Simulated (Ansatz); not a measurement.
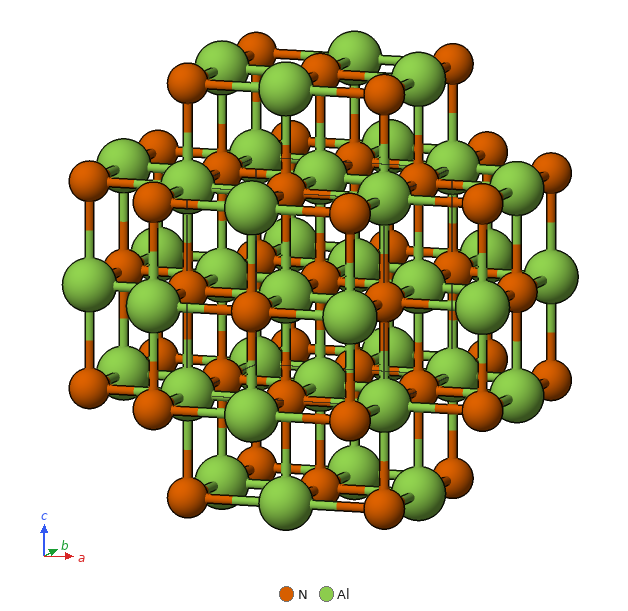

The crystal in a ball-and-stick representation, seen slightly off an axis. One drawn cell (a repeat of the simulation cell) is framed, with atoms on its boundary repeated. Atoms outside the box are added where they are bonded to one inside.

AlN, a = 4.038 Å, b = 4.038 Å, c = 4.038 Å, α = 90.00°, β = 90.00°, γ = 91.31°. Strictly the space group is Immm (No. 71, within 0.01 Å). It is a distorted form of a face-centred cubic structure, space group Fm-3m (No. 225) within 0.25 Å: rock salt (NaCl type). Its origin is a structure type filled with these elements by a generator (whether the compound takes this form wasn't checked). The cell was then strained or its atoms displaced on purpose. It went into a calculation with Ansatz.

This one geometry was computed with Ansatz (DFT, plane waves, PAW) at three levels of theory: r2SCAN, HSE06 and PBE. It was relaxed with r2SCAN and then strained.

**Which level gives the highest pressure at this volume, and what does that say about its equilibrium volume?**

Highest: PBE (6.5 GPa), which points to the largest equilibrium volume. Lowest, with the smallest volume: HSE06 (-1.5 GPa). Levels within 0.5 GPa of each other can't be told apart.

**How does the band gap change with the level of theory?**

PBE: a gap of 4.33 eV, indirect; r2SCAN: a gap of 5.14 eV, indirect; HSE06: a gap of 5.70 eV, indirect.

**Collect the results in a table.**

| level | cutoff (eV) | k-mesh of the run's cell | gap (eV) | pressure (GPa) |
| --- | --- | --- | --- | --- |
| r2SCAN | 500 | 10×10×10 | 5.14 | 0.1 |
| HSE06 | 420 | 8×8×8 | 5.70 | -1.5 |
| PBE | 420 | 10×10×10 | 4.33 | 6.5 |

Gaps are taken on the k-mesh or band path of each run.
